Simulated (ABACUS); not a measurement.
**Tune calculation, with input and output: Sn (part 2 of 2)**

The same run, continued: Sn (I4₁/amd, 2 atoms in the cell); Kohn-Sham DFT of a periodic cell, PBE, SPMS ONCV 1.0 PBE, no spin polarisation (ABACUS 3.10.1); cutoff 993.22 eV, 7×7×7 k-mesh, fermi-dirac of 0.1 eV. The structure derives from a Materials Project entry. It belongs to a series of runs on one base structure; here: mixing_ndim: 4.

Geometry of the input (Å; fractional positions):
```
-2.9401  2.9401  1.5993
2.9401  -2.9401  1.5993
2.9401  2.9401  -1.5993
Sn 0.0000  0.0000  0.0000
Sn 0.7500  0.2500  0.5000
```

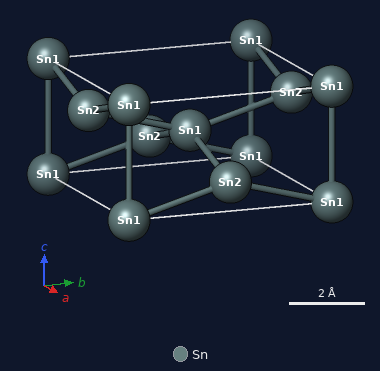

*The input geometry (ball-and-stick view of the cell 2 times as large as that of the calculation, set on its symmetry axes, seen slightly off an axis; atoms are numbered from 1 in the order of the input). An atom can appear more than once, as a periodic image.*

The program's output, continued
```
 Make real space PAO into reciprocal space.
       max mesh points in Pseudopotential = 701
     dq(describe PAO in reciprocal space) = 0.01
                                    max q = 1030

 number of pseudo atomic orbitals for Sn is 3
WARNING: norm of atomic wavefunction # 2 of atomic type Sn is 0.999783, renormalized
WARNING: norm of atomic wavefunction # 3 of atomic type Sn is 0.992073, renormalized

 -------------------------------------------
 SELF-CONSISTENT
 -------------------------------------------
                                 init_chg = atomic

 PW ALGORITHM --------------- ION=   1  ELEC=   1--------------------------------
 Notice: Threshold on eigenvalues was too large.
 hsover_error=0.28 > DRHO=0.0132186
 Origin diag ethr = 0.01
 New diag ethr = 4.72092e-05

 Density error is 0.0130815356397
                          Error Threshold = 4.72092489922e-05
----------------------------------------------------------
     Energy           Rydberg                 eV
----------------------------------------------------------
 E_KohnSham     -282.2764602040      -3840.5682700446
 E_Harris       -283.3228821458      -3854.8055709660
 E_Fermi        0.8836452013         12.0226097483
----------------------------------------------------------

 PW ALGORITHM --------------- ION=   1  ELEC=   2--------------------------------

 Density error is 0.000511018355154
                          Error Threshold = 4.67197701418e-05
----------------------------------------------------------
     Energy           Rydberg                 eV
----------------------------------------------------------
 E_KohnSham     -282.2785457898      -3840.5966458951
 E_Harris       -282.3169843749      -3841.1196296754
 E_Fermi        0.8777072423         11.9418196713
----------------------------------------------------------

 PW ALGORITHM --------------- ION=   1  ELEC=   3--------------------------------

 Density error is 5.38139153637e-05
                          Error Threshold = 1.82506555412e-06
----------------------------------------------------------
     Energy           Rydberg                 eV
----------------------------------------------------------
 E_KohnSham     -282.2785830858      -3840.5971533332
 E_Harris       -282.2825909402      -3840.6516829900
 E_Fermi        0.8773098259         11.9364125432
----------------------------------------------------------

 PW ALGORITHM --------------- ION=   1  ELEC=   4--------------------------------

 Density error is 3.00729403612e-07
                          Error Threshold = 1.9219255487e-07
----------------------------------------------------------
     Energy           Rydberg                 eV
----------------------------------------------------------
 E_KohnSham     -282.2785850471      -3840.5971800176
 E_Harris       -282.2779953792      -3840.5891571742
 E_Fermi        0.8772365554         11.9354156480
----------------------------------------------------------

 PW ALGORITHM --------------- ION=   1  ELEC=   5--------------------------------

 Density error is 2.5476001262e-08
                          Error Threshold = 1.07403358433e-09
----------------------------------------------------------
     Energy           Rydberg                 eV
----------------------------------------------------------
 E_KohnSham     -282.2785852079      -3840.5971822056
 E_Harris       -282.2771841584      -3840.5781199494
 E_Fermi        0.8772590614         11.9357218573
----------------------------------------------------------

 PW ALGORITHM --------------- ION=   1  ELEC=   6--------------------------------

 Density error is 1.14579349107e-10
                          Error Threshold = 9.09857187927e-11
----------------------------------------------------------
     Energy           Rydberg                 eV
----------------------------------------------------------
 E_KohnSham     -282.2785852126      -3840.5971822701
 E_KS(sigma->0) -282.2775048931      -3840.5824837696
 E_Harris       -282.2785839782      -3840.5971654755
 E_band         -9.5450123464        -129.8665553911
 E_one_elec     -64.7207457081       -880.5709204397
 E_Hartree      49.7509093834        676.8958482962
 E_xc           -71.2312703500       -969.1511525389
 E_Ewald        -196.0753178989      -2667.7415605869
 E_entropy(-TS) -0.0021606389        -0.0293970009
 E_descf        0.0000000000         0.0000000000
 E_exx          0.0000000000         0.0000000000
 E_Fermi        0.8772679335         11.9358425688
----------------------------------------------------------

 charge density convergence is achieved
 final etot is -3840.5971823 eV
 EFERMI = 11.935842569 eV

 STATE ENERGY(eV) AND OCCUPATIONS    NSPIN == 1
 1/10 kpoint (Cartesian) = 0.0000 0.0000 0.0000 (3941 pws)
       1       -9.71768     0.00583090
       2       -9.63019     0.00583090
       3       -9.59695     0.00583090
       4       -9.57787     0.00583090
       5       -9.43955     0.00583090
       6       -9.43955     0.00583090
       7       -9.42934     0.00583090
       8       -9.42934     0.00583090
       9       -9.35548     0.00583090
      10       -9.25264     0.00583090
      11       0.986060     0.00583090
      12        8.27444     0.00583090
      13        10.0638     0.00583090
      14        10.0638     0.00583090
      15        15.0093    2.61737e-16
      16        18.1391    6.69095e-30
      17        18.1391    6.69095e-30
      18        18.7419    1.61221e-32

 2/10 kpoint (Cartesian) = 0.024294 0.0000 -0.044662 (3943 pws)
       1       -9.70537      0.0466472
       2       -9.59415      0.0466472
       3       -9.58381      0.0466472
       4       -9.53814      0.0466472
       5       -9.46253      0.0466472
       6       -9.45407      0.0466472
       7       -9.43609      0.0466472
       8       -9.43478      0.0466472
       9       -9.36205      0.0466472
      10       -9.26445      0.0466472
      11        1.38579      0.0466472
      12        7.91521      0.0466472
      13        10.1081      0.0466472
      14        11.1664      0.0466260
      15        15.6677    2.89418e-18
      16        15.8180    6.44110e-19
      17        16.3607    2.83116e-21
      18        17.3087    2.16080e-25

 3/10 kpoint (Cartesian) = 0.048589 0.0000 -0.089325 (3933 pws)
       1       -9.67516      0.0466472
       2       -9.55580      0.0466472
       3       -9.54070      0.0466472
       4       -9.51672      0.0466472
       5       -9.49978      0.0466472
       6       -9.46085      0.0466472
       7       -9.43650      0.0466472
       8       -9.40353      0.0466472
       9       -9.37969      0.0466472
      10       -9.29025      0.0466472
      11        2.57799      0.0466472
      12        7.75760      0.0466472
      13        10.3580      0.0466472
      14        11.8107      0.0362735
      15        12.9209    2.45950e-06
      16        13.8619    2.01322e-10
      17        16.0090    9.53908e-20
      18        16.0495    6.35737e-20

 4/10 kpoint (Cartesian) = 0.072883 0.0000 -0.13399 (3924 pws)
       1       -9.64933      0.0466472
       2       -9.56345      0.0466472
       3       -9.55464      0.0466472
       4       -9.52235      0.0466472
       5       -9.49956      0.0466472
       6       -9.48300      0.0466472
       7       -9.39994      0.0466472
       8       -9.37201      0.0466472
       9       -9.34113      0.0466472
      10       -9.31023      0.0466472
      11        4.43915      0.0466472
      12        7.26264      0.0466472
      13        9.58786      0.0466472
      14        10.7953      0.0466467
      15        10.8733      0.0466461
      16        14.5284    2.56617e-13
      17        14.8402    1.13580e-14
      18        16.2939    5.51867e-21

 5/10 kpoint (Cartesian) = 0.024294 0.024294 -0.089325 (3938 pws)
       1       -9.68537      0.0466472
       2       -9.56211      0.0466472
       3       -9.53964      0.0466472
       4       -9.49849      0.0466472
       5       -9.48402      0.0466472
       6       -9.47368      0.0466472
       7       -9.45931      0.0466472
       8       -9.40595      0.0466472
       9       -9.37263      0.0466472
      10       -9.27885      0.0466472
      11        2.39950      0.0466472
      12        8.16915      0.0466472
      13        11.1246      0.0466332
      14        11.9033      0.0270806
      15        12.6733    2.92348e-05
      16        12.9241    2.38177e-06
      17        16.1752    1.80963e-20
      18        16.3539    3.02920e-21

 6/10 kpoint (Cartesian) = 0.024294 0.048589 -0.13399 (3929 pws)
       1       -9.66241      0.0932945
       2       -9.55913      0.0932945
       3       -9.53535      0.0932945
       4       -9.52549      0.0932945
       5       -9.49403      0.0932945
       6       -9.49082      0.0932945
       7       -9.40936      0.0932945
       8       -9.39211      0.0932945
       9       -9.33093      0.0932945
      10       -9.29671      0.0932945
      11        4.12733      0.0932945
      12        7.88596      0.0932945
      13        9.50415      0.0932945
      14        10.4038      0.0932944
      15        11.9714      0.0384480
      16        13.6340    3.93373e-09
      17        14.9454    7.93142e-15
      18        16.0912    8.38218e-20

[... levels at 4 further k points ...]

------------------------------------------------------------------------------------------
 TOTAL-FORCE (eV/Angstrom)
------------------------------------------------------------------------------------------
                       Sn1         0.0000000000         0.0000000000         0.0000000000
                       Sn2         0.0000000000         0.0000000000         0.0000000000
------------------------------------------------------------------------------------------

----------------------------------------------------------------
 TOTAL-STRESS (KBAR)
----------------------------------------------------------------
        11.7685478950         0.0000000000        -0.0000000000
         0.0000000000        11.7685478950         0.0000000000
        -0.0000000000        -0.0000000000        18.0922286683
----------------------------------------------------------------
 TOTAL-PRESSURE: 13.876441 KBAR

 --------------------------------------------
 !FINAL_ETOT_IS -3840.5971822700989833 eV
 --------------------------------------------
```

Key numbers

| quantity | value |
| --- | --- |
| outcome | converged |
| space group (tolerance 0.01 Å) | I4₁/amd (141) |
| electrons treated | 28 |
| free energy | −3840.5972 eV |
| Fermi energy | 11.936 eV |
| gap on the k-point mesh | none (metallic) |
| pressure | 1.39 GPa |
| largest force (length of the vector) | under 0.001 eV/Å |
| wall time | 8.2 s (CPU time 32 s) |
| peak memory | 0.4 GiB |
